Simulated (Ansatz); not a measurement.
The calculation's input:

```
crystal:
  lattice:
    - [3.3545246059, 0.0, 0.0]
    - [-1.6772623029, 2.9051035263, 0.0]
    - [0.0, 0.0, 13.2243783068]
  atoms:
    - { symbol: W, position: [0.3333333333, 0.6666666667, 0.25] }
    - { symbol: W, position: [0.6666666667, 0.3333333333, 0.75] }
    - { symbol: Se, position: [0.3333333333, 0.6666666667, 0.621] }
    - { symbol: Se, position: [0.6666666667, 0.3333333333, 0.121] }
    - { symbol: Se, position: [0.3333333333, 0.6666666667, 0.879] }
    - { symbol: Se, position: [0.6666666667, 0.3333333333, 0.379] }
kpoints:
  mp_grid: { grid: [11, 11, 3] }
scf:
  occupations: { method: fermi_dirac, width: 0.08 }
hamiltonian:
  xc: pbe
  pseudopotentials: { kind: paw }
output:
  forces: true
  stress: true
  eigenvalues: true
  efg: { contact_densities: true }
  write_density: true
  write_potential: true
  elf: true
  volumetric_format: npy
```

Launched as:

```sh
ansatz run input.yaml --threads 2 --pin off --max-ram 6144MiB --backend cpu --events-out ev --progress --plain --runs-dir out
```

Below, planes, directions and counts refer to the conventional cell (a = 3.35 Å, b = 3.35 Å, c = 13.22 Å, α = 90.00°, β = 90.00°, γ = 120.00°).

Space group P6₃/mmc; not relaxed (largest force 0.7 eV/Å); computed pressure about −4 GPa in this cell.

Level of theory: Ansatz, DFT, PBE, PAW with Ansatz's default frozen-core files, scalar-relativistic.

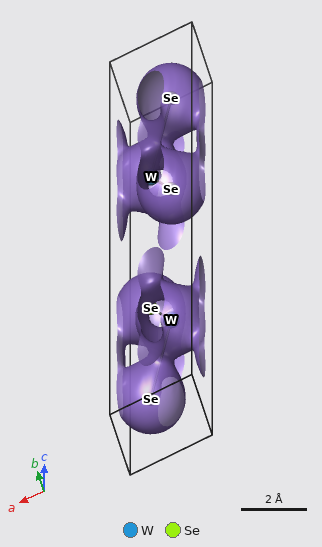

WSe2. Isosurface of the valence electron density at 0.4 e/Å³ (purple), seen at an oblique angle. Sticks mark near contacts.

The density is the valence pseudo-density of a PAW calculation; it isn't the true density close to the nuclei.

How is the density connected at this value?

Answer. At this value the density is joined into sheets; it holds about 85 % of the electrons treated as valence (semicore included). It bridges the shortest W–Se (2.58 Å) contacts, where the density stays above the isovalue. On the grid the lowest density along these lines, outside the cores, is 0.51 e/Å³ (W–Se, 2.58 Å).
